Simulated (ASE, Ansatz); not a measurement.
# C(110) slab, H on both faces (180 atoms): support functions against a reference

Wanted: errors and times of a linear-scaling basis for C(110) slab, H on both faces (180 atoms). A setting counts as converged where the r.m.s. difference of forces stays under 1 % of the r.m.s. force.

Calculated with Ansatz 0.2.0; Kohn-Sham DFT, PBEsol, PAW (set soft_2), plane waves.

## (1) The structure

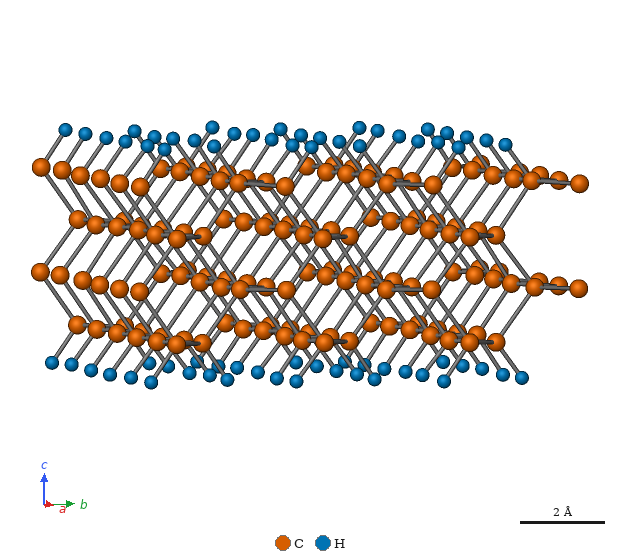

The starting structure, seen from the side, with the c axis up (carbon orange, hydrogen blue). Some periodic images of atoms are drawn too.

The cell holds 180 atoms: 120 C and 60 H. Cell: a = 12.611 Å, b = 10.701 Å, c = 15.563 Å, α = 90.0°, β = 90.0°, γ = 90.0°. It derives from C (diamond-structure). Diamond-structure C (a = 3.567 Å), (110) slab of 4 atomic planes, 5 x 3 surface cells, H on the broken bonds of both faces, 10 Å of vacuum; displaced by a Gaussian of 0.02 Å. Regions: slab, 120 atoms (120 C); hydrogen, 60 atoms (60 H). Vacuum lies along c.

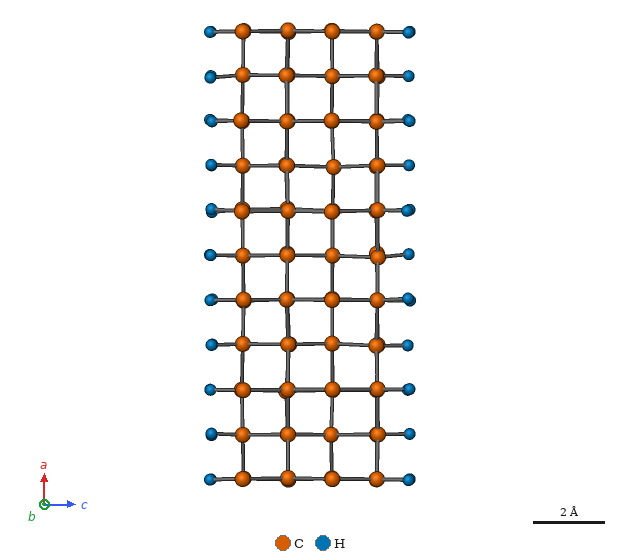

A slice 6 Å thick through the middle of the cell. Bonds to atoms that aren't drawn are left out.

Limits known from the start: Beside vacuum, support functions can miss their usual error bounds without a warning. The Brillouin zone is sampled at Γ only, in a cell whose shortest periodic width is 11 Å.

## (2) Plane-wave single point

This run is the reference for what follows, at a cutoff of 420 eV.

File input.yaml:

```yaml
crystal:
  lattice:
    - [12.61125, 0.0, 0.0]
    - [0.0, 10.701, 0.0]
    - [0.0, 0.0, 15.56334]
  atoms:
    - { symbol: C, position: [0.90005, 0.16548, 0.37729] }
    - { symbol: C, position: [0.00114, 0.08398, 0.37857] }
    - { symbol: C, position: [0.99968, 0.99988, 0.46024] }
    - { symbol: C, position: [0.90261, 0.25105, 0.45967] }
    - { symbol: C, position: [0.89751, 0.16807, 0.54204] }
    - { symbol: C, position: [0.9995, 0.08571, 0.54083] }
    - { symbol: C, position: [0.99882, 0.00189, 0.62152] }
    - { symbol: C, position: [0.89947, 0.24786, 0.62307] }
    - { symbol: C, position: [0.1011, 0.16902, 0.37887] }
    - { symbol: C, position: [0.20054, 0.08319, 0.37793] }
    - { symbol: C, position: [0.20044, 0.99936, 0.46168] }
    - { symbol: C, position: [0.0997, 0.25201, 0.45984] }
    - { symbol: C, position: [0.09938, 0.1684, 0.54114] }
    - { symbol: C, position: [0.20172, 0.08085, 0.53852] }
    - { symbol: C, position: [0.20173, 0.00395, 0.62314] }
    - { symbol: C, position: [0.09924, 0.25122, 0.62135] }
    - { symbol: C, position: [0.90268, 0.49958, 0.37887] }
    - { symbol: C, position: [0.00078, 0.4208, 0.37995] }
    - { symbol: C, position: [0.99857, 0.33481, 0.46116] }
    - { symbol: C, position: [0.9018, 0.58391, 0.45764] }
    - { symbol: C, position: [0.89991, 0.50073, 0.54046] }
    - { symbol: C, position: [0.00129, 0.41677, 0.5399] }
    - { symbol: C, position: [0.99913, 0.33191, 0.62073] }
    - { symbol: C, position: [0.90123, 0.58673, 0.62018] }
    - { symbol: C, position: [0.30258, 0.16443, 0.3767] }
    - { symbol: C, position: [0.39846, 0.08468, 0.37772] }
    - { symbol: C, position: [0.40248, 0.00533, 0.45973] }
    - { symbol: C, position: [0.30075, 0.25144, 0.46272] }
    - { symbol: C, position: [0.29813, 0.16303, 0.5393] }
    - { symbol: C, position: [0.39788, 0.08509, 0.54156] }
    - { symbol: C, position: [0.40266, 0.99986, 0.62093] }
    - { symbol: C, position: [0.29956, 0.24987, 0.62252] }
    [... 142 atom lines left out ...]
    - { symbol: H, position: [0.5991, 0.72464, 0.676] }
    - { symbol: H, position: [0.50062, 0.85788, 0.67868] }
    - { symbol: H, position: [0.6987, 0.89515, 0.31921] }
    - { symbol: H, position: [0.79896, 0.68936, 0.32268] }
    - { symbol: H, position: [0.7998, 0.72488, 0.68071] }
    - { symbol: H, position: [0.70035, 0.85729, 0.67997] }
kpoints:
  mp_grid: { grid: [1, 1, 1] }
hamiltonian:
  xc: pbesol
scf:
  occupations: { method: fixed }
output:
  forces: true
  populations: true
  dos:
    method: { smearing: { sigma: 0.08 } }
    de: 0.1
    projected:
      site_lists:
        C: [C]
        H: [H]
        hydrogen: [120, 121, 122, 123, 124, 125, 126, 127, 128, 129, 130, 131, 132, 133, 134, 135, 136, 137, 138, 139, 140, 141, 142, 143, 144, 145, 146, 147, 148, 149, 150, 151, 152, 153, 154, 155, 156, 157, 158, 159, 160, 161, 162, 163, 164, 165, 166, 167, 168, 169, 170, 171, 172, 173, 174, 175, 176, 177, 178, 179]
  eigenvalues: true
  write_density: true
  write_potential: true
  volumetric_format: npy
```

On the command line:

```
$ ansatz run input.yaml --threads 8 --pin off --max-ram 15872MiB --backend cpu --events-out ev --progress --plain --runs-dir out
```

Numbers of over 12 decimals in the logs are rounded to 6 here.

Output:

```text
Engine: ansatz 0.2.0, aarch64-unknown-linux-gnu
Pseudopotentials: kind: paw
Pseudopotential: C, paw, valence charge 4, recommended cutoff 420 eV (normal), C.paw.azcp
Pseudopotential: H, paw, valence charge 1, recommended cutoff 420 eV (normal), H.paw.azcp
[... 3 lines on functional and potentials left out ...]
Crystal: 180 atoms, lattice volume = 2100.319 Å³
Basis set: ecut = 420 eV, 40989 PW (Γ), exchange–correlation on 180×144×216 points (8 copies of the dense FFT grid, shifted against one another)
Bands: 450, of which v1, the nominal top of the filled ones, is band 270 counted from 1 (269 counted from 0)
Symmetry: 1 space group operations
Space group: P1 (ITA 1), of the structure as read, at distance tolerance 1.3e-4 Å
k-points: 1
[... 6 lines on functional and potentials left out ...]
Initial density: superposition of atomic densities (neutral atoms: chi_scale 0, normalization atom), corrected by the library's trained network
Initial wavefunctions: pseudopotential atomic-orbital guess
Functional: x = pbesol(κ = 0.804, μ = 0.123457), c = pbesol(β = 0.046)
SCF iter   1: F=—  HF=-30544.288015 eV  |F-HF|=—  |Δ(HF+E_count)|=         —  Δρ=4.97e-3  dr2=1.09e0  ethr=1.77e-3  ⟨swp⟩=5.0  Hψ=1889  notcnv=0  defer=178
preconditioner: auto → Resta (q_TF=auto, 2.176 Å⁻¹)  ε∞=2.4  [insulator: Δε(μ)=2.582 eV  Ē_g=15.890 eV  n_scr=364 (ndim 8)  ℏωp=18.8 eV  f_vac=0.503  ε∞_Penn≈2.4  vacuum switching on, ρ_ref=1.8e-2 e/Å³]
SCF iter   2: F=—  HF=-30544.120299 eV  |F-HF|=—  |Δ(HF+E_count)|=   1.68e-1  Δρ=2.98e-3  dr2=1.70e-1  ethr=2.02e-4  ⟨swp⟩=2.0  Hψ=600  notcnv=0  defer=178
SCF iter   3: F=—  HF=-30544.128685 eV  |F-HF|=—  |Δ(HF+E_count)|=   8.39e-3  Δρ=8.26e-4  dr2=2.22e-2  ethr=3.14e-5  ⟨swp⟩=4.0  Hψ=549  notcnv=0  defer=178
SCF iter   4: F=—  HF=-30544.132810 eV  |F-HF|=—  |Δ(HF+E_count)|=   4.13e-3  Δρ=1.88e-4  dr2=7.68e-4  ethr=4.11e-6  ⟨swp⟩=4.0  Hψ=455  notcnv=0  defer=178
SCF iter   5: F=—  HF=-30544.133694 eV  |F-HF|=—  |Δ(HF+E_count)|=   8.84e-4  Δρ=7.37e-5  dr2=1.34e-4  ethr=1.42e-7  ⟨swp⟩=3.0  Hψ=552  notcnv=0  defer=178
SCF iter   6: F=—  HF=-30544.133818 eV  |F-HF|=—  |Δ(HF+E_count)|=   1.24e-4  Δρ=1.81e-5  dr2=5.98e-6  ethr=2.48e-8  ⟨swp⟩=3.0  Hψ=540  notcnv=0  defer=178
SCF iter   7: F=—  HF=-30544.135854 eV  |F-HF|=—  |Δ(HF+E_count)|=   2.04e-3  Δρ=5.38e-6  dr2=6.11e-7  ethr=1.11e-9  ⟨swp⟩=2.0  Hψ=712  notcnv=0  defer=178
SCF iter   8: F=-30544.135854 eV  HF=-30544.135854 eV  |F-HF|=4.09e-8  |Δ(HF+E_count)|=   2.64e-8  Δρ=1.38e-6  dr2=1.96e-8  ethr=1.85e-11  ⟨swp⟩=32.0  Hψ=5912  notcnv=0
SCF 1 converged in 8 iterations: F = -30544.135854 eV  dr2 = 1.96e-8
  greatest PAW one-centre occupation: 0.652 electrons in one spin orbital (limit 2), on the C atom at site 24 (counted from 0), in its partial waves of l = 0
WARN: The output density's exchange-correlation potential varies sharply where the density is thin. Do not read a vacuum level from v_tot or v_xc, or from such a field of the output density. On a cell that repeats whose density bears no net charge and no dipole along the vacuum's axis use v_es (v_loc + v_h of the components); [...]
SCF converged after 8 iterations
Free energy (F): -30544.135854 eV
Harris-Foulkes:  -30544.135854 eV  (|F-HF|=4.09e-8)
Internal energy: -30544.135854 eV  (E = F + TS)
E sigma→0 (E₀):  -30544.135854 eV
Fermi energy:    2.328402 eV
--- Per-component energies (eV) ---
  E_band       = -3215.070451
  E_kinetic    = 11875.532063
  E_local      = -210533.724129  (includes V_loc(G=0)·N_el)
  E_nonlocal   = 3315.644776
  E_hartree    = 100448.797884
  E_xc         = -6330.440096
  E_vxc        = -7910.201006  (∫ρ·V_xc dr)
  E_paw        = -11476.523436  (= ΣΔE_a)
  E_vpaw       = -859.814927  (= ΣTr[D̂ρ^β])
  E_aug_tail   = -0.081034  (compensation charges beyond the density's cutoff)
  E_ewald      = 82154.126058
  E_core_change = 2.532061  (= ΣΔE_core)
  E_smearing   = -0.000000  (= −TS)
  E_closure    = 0.000000  (closes the sum)
  Σ components = -30544.135854   (vs F -30544.135854, Δ=0.00e0)
--- Forces (eV/Å), atoms counted from 1 ---
  atom   1  C      1.31300972    -0.78167529     2.01018469
  atom   2  C     -0.03995868     1.26929379     0.75942826
  atom   3  C      0.25015728     1.20325184    -0.66145340
  atom   4  C     -2.05466487    -0.18978443    -0.05587366
  atom   5  C      1.26580366    -0.96752364    -0.57083688
  atom   6  C     -0.27982217    -0.32705399     0.34324292
  atom   7  C      0.12739441    -2.20738808    -0.98651809
  atom   8  C     -0.32568595     2.50485375    -1.80112133
  atom   9  C     -0.38508029    -2.20772043     1.00187220
  atom  10  C      0.13408370     2.49461593     2.69732018
  atom  11  C     -0.84156391     0.24456611    -2.04858612
  atom  12  C     -0.38848612    -0.30780189    -0.35882479
  atom  13  C      0.58702953    -0.60560879    -0.37022713
  atom  14  C     -1.45596728     1.49821797     2.25128335
[...]
atom 179  H     -0.04581940    -0.39080667    -0.52480883
  atom 180  H      0.05376632     0.65581040    -0.71226607
  max |Σ_I F_I| component: 7.11e-5 eV/Å
--- Band table (eV) ---
  k-point 0: bands = ["-17.9115", "-17.2245", "-17.1374", "-16.9601", [... 434 levels ...], "11.9867", "11.9923", "12.0099", "12.0271", "12.0431", "12.0528", "12.0767", "12.1009", "12.1205", "12.1329", "12.1418", "12.1693"]
--- Löwdin populations: 180 sites ---
  site symbol       q [e]
     0      C      4.1298
     1      C      4.1238
     2      C      3.9823
[...]
179      H      0.8602
  spilling = 0.005150 (of n_electrons = 540.000000)
```

Elapsed: 22 s, on 8 threads of Arm Neoverse V2, shared host; peak memory 2.7 GiB; 2.8 min of CPU time.

The column dr2 measures how far the density is from self-consistency, as an energy; F and HF (Harris–Foulkes) agree once it is small.

The program notes that the exchange-correlation potential is rough where the density is thin.

The run gave:

| Item | Value |
| --- | --- |
| free energy | -30544.1359 eV |
| free energy per atom | -169.6896 eV/atom |
| SCF cycles | 8 |
| r.m.s. force component | 1.063 eV/Å |
| longest force | 5.298 eV/Å |
| Fermi energy | 2.328 eV |
| gap (highest filled to lowest empty level) | 2.355 eV |
| potential in mid-vacuum, over the Fermi level | 3.338 eV |
| potential 4.5 Å over the upper face | 3.339 eV |
| potential 4.5 Å under the lower face | 3.339 eV |
| spilling of the projection | 0.00515 |

Length of the force by element:

```
element  coordination  atoms  mean length of the force (eV/Å)  spread  least  most
      C           all    120                             1.94   0.890  0.524  5.30
      H           all     60                            0.852   0.606  0.126  3.26
```

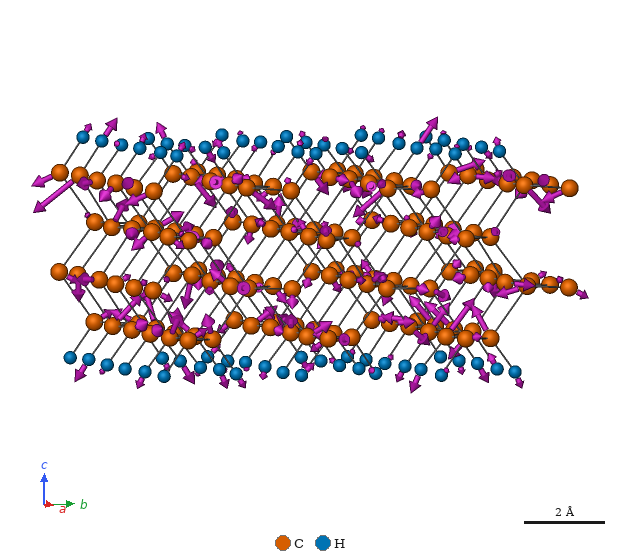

Forces as arrows; the longest in the cell is 5.30 eV/Å. Some periodic images of atoms are drawn too.

Löwdin charges by element (they lack the spilled electrons, 0.015 e an atom on average):

```csv
element,coordination,atoms,mean charge (e),spread,least,most
C,all,120,-0.0538,0.0721,-0.148,0.0219
H,all,60,0.154,0.0107,0.132,0.180
```

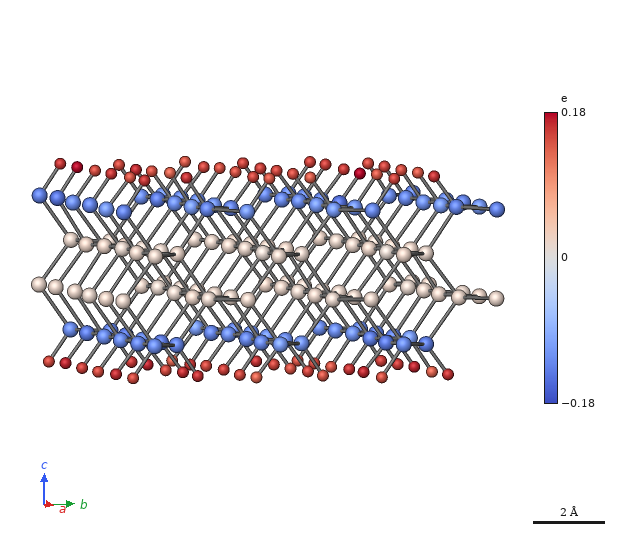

Atoms coloured by Löwdin charge. Some periodic images of atoms are drawn too.

By region:

```csv
region,atoms,mean length of the force (eV/Å)
slab,120,1.94
hydrogen,60,0.852
```

Density of states as counts of states in windows of 1 eV (from the Fermi level), total and the larger projections:

| from (eV) | to (eV) | total | C p | H s | hydrogen | C s |
| --- | --- | --- | --- | --- | --- | --- |
| -10 | -9 | 41.1 | 22.9 | 5.5 | 5.5 | 12.4 |
| -9 | -8 | 12.7 | 11.1 | 1.3 | 1.3 | 0.2 |
| -8 | -7 | 44.2 | 34.5 | 4.8 | 4.8 | 4.7 |
| -7 | -6 | 43.4 | 34.1 | 5.3 | 5.3 | 3.7 |
| -6 | -5 | 63.3 | 52.3 | 7.3 | 7.3 | 3.4 |
| -5 | -4 | 48.4 | 41.7 | 4.4 | 4.4 | 2.1 |
| -4 | -3 | 53.3 | 46.3 | 5.8 | 5.8 | 1.1 |
| -3 | -2 | 27.2 | 24.4 | 2.2 | 2.2 | 0.5 |
| -2 | -1 | 28.8 | 26.4 | 2.0 | 2.0 | 0.3 |
| -1 | 0 | 3.9 | 3.4 | 0.5 | 0.5 | 0.0 |
| 0 | 1 | 0.9 | 0.9 | 0.0 | 0.0 | 0.0 |
| 1 | 2 | 0.0 | 0.0 | 0.0 | 0.0 | 0.0 |
| 2 | 3 | 4.0 | 0.4 | 0.9 | 0.9 | 0.3 |
| 3 | 4 | 16.0 | 2.0 | 3.7 | 3.7 | 1.5 |
| 4 | 5 | 25.4 | 4.2 | 4.9 | 4.9 | 3.5 |

The curve was stored every 0.10 eV, coarse against its broadening of 0.08 eV, so these counts are rough.

With fixed occupations the program's Fermi level is the highest filled level; weight inside the gap is the broadening of levels at its edges.

Between -21 and -10 eV lie 173 more states.

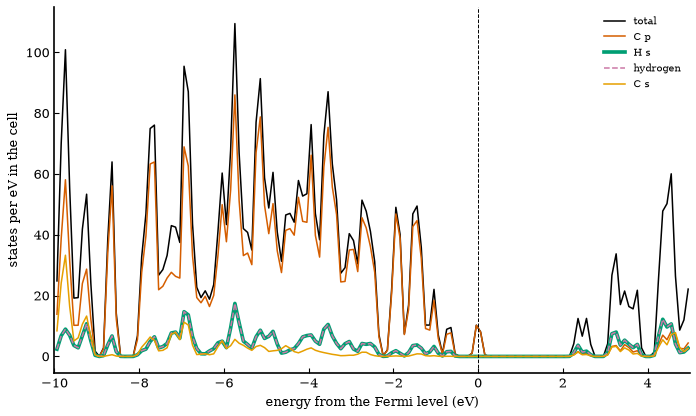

Total and projected density of states, with the broadening of the input.

The levels nearest the highest filled one (over half full), pooled over k-points and spins:

| level less the highest filled one (eV) | occupation |
| --- | --- |
| -1.34 | 2 |
| -1.32 | 2 |
| -1.08 | 2 |
| -1.02 | 2 |
| -0.687 | 2 |
| 0 | 2 |
| 2.35 | 0 |
| 2.56 | 0 |
| 3.18 | 0 |
| 3.19 | 0 |
| 3.28 | 0 |
| 3.30 | 0 |

Planar average of the electrostatic potential energy along the normal, with the Fermi level as zero, after a running mean with a triangular window 4 Å wide at its base:

| height (Å) | potential energy (eV) |
| --- | --- |
| 0.0 | 3.34 |
| 0.6 | 3.34 |
| 1.3 | 3.34 |
| 1.9 | 3.33 |
| 2.4 | 3.30 |
| 3.0 | 3.06 |
| 3.7 | 1.91 |
| 4.3 | -0.25 |
| 4.9 | -3.04 |
| 5.6 | -6.99 |
| 6.2 | -8.99 |
| 6.8 | -10.22 |
| 7.3 | -10.64 |
| 8.1 | -10.60 |
| 8.6 | -10.51 |
| 9.2 | -9.35 |
| 9.8 | -7.66 |
| 10.5 | -3.80 |
| 11.1 | -0.87 |
| 11.7 | 1.49 |
| 12.4 | 2.94 |
| 13.0 | 3.28 |
| 13.5 | 3.33 |
| 14.1 | 3.34 |
| 14.8 | 3.34 |
| 15.4 | 3.34 |

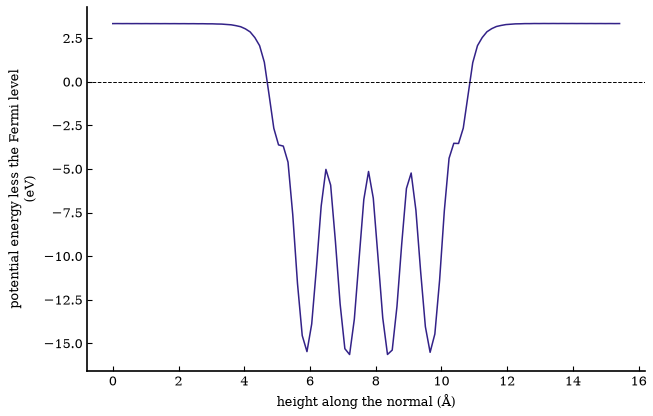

Planar average of the electrostatic potential energy; the dashed line is the Fermi level.

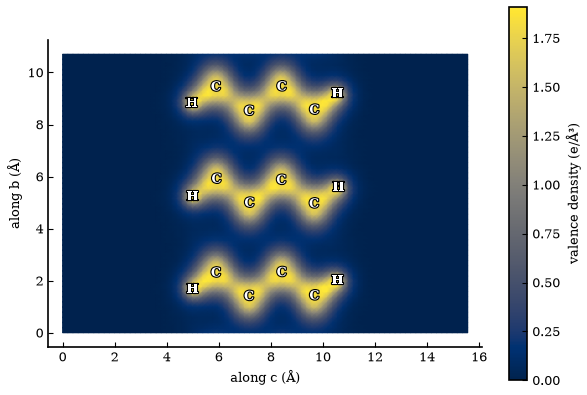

Valence density in the cb plane at fractional x = 0.000, with atoms of C and H within 0.2 Å of it. It is the smooth field of the valence electrons, not physical close to the nuclei. The map starts off the cell's origin, so that atoms lie inside it.

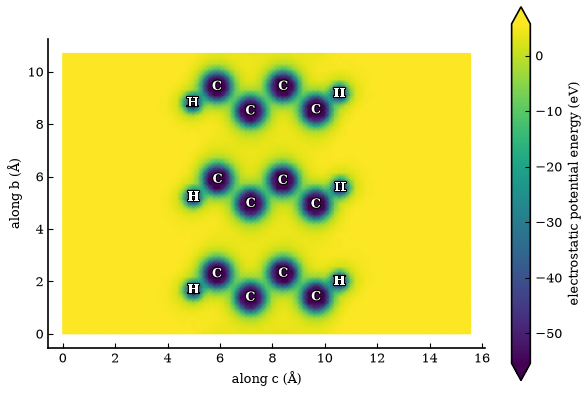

Electrostatic potential energy in the cb plane at fractional x = 0.000, with atoms of C and H within 0.2 Å of it. With pseudopotentials it is smooth inside the atoms' cores, unlike the true potential. The map starts off the cell's origin, so that atoms lie inside it.

Mean Löwdin charges: C -0.05, H +0.15 e (they miss 0.52 % of the electrons, so they add up to more than the cell's charge). Charges this small depend on the projection, at times even in sign. The potential stands 3.34 eV above the highest filled level over the upper face and 3.34 eV under the lower one, a reading of the ionisation potential at this level on the run's k-points.

(Continued in part 2 of 2.)

[Logs are printed without paths, hosts, clocks, repeated set-up lines and the standing remarks that a program may print on its own settings, such as how far it seeks lower states.]

[Hosts, paths, dates, database ids (printed as entryN), source tags and the programs' standing remarks are cut or masked in the printed files.]
